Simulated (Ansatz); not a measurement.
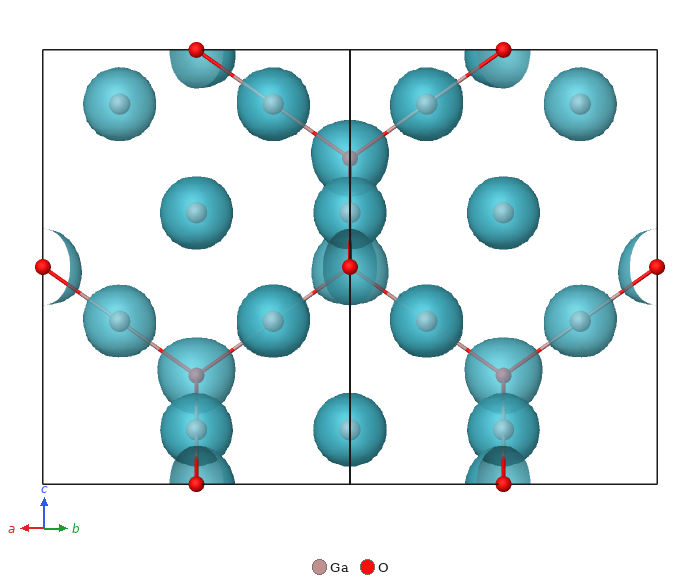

Figure 1: Ga4O. Isosurface of the valence electron density at 0.8 e/Å³ (cyan), seen along [110]. Sticks mark near contacts.

Space group Fd-3m; a structure generated by program, which may or may not match a known phase.

The calculation used DFT PBE, scalar-relativistic, plane waves, PAW (Ansatz).

Core electrons are frozen (PAW), and the valence fields are smoothed inside the atomic spheres.

Question: What does this surface tell about the bonding?

Answer: At this value the density breaks into separate islands; it holds about 75 % of the electrons treated as valence (semicore included). It bridges none of the near contacts. It is pinched off along the sampled Ga–O (1.95 Å) contacts. On the grid the lowest density along these lines, outside the cores, is 0.64 e/Å³ (Ga–O, 1.95 Å).

Question: Does the calculation give a band gap?

Answer: It is metallic or semimetallic at this level of theory: no gap opens.
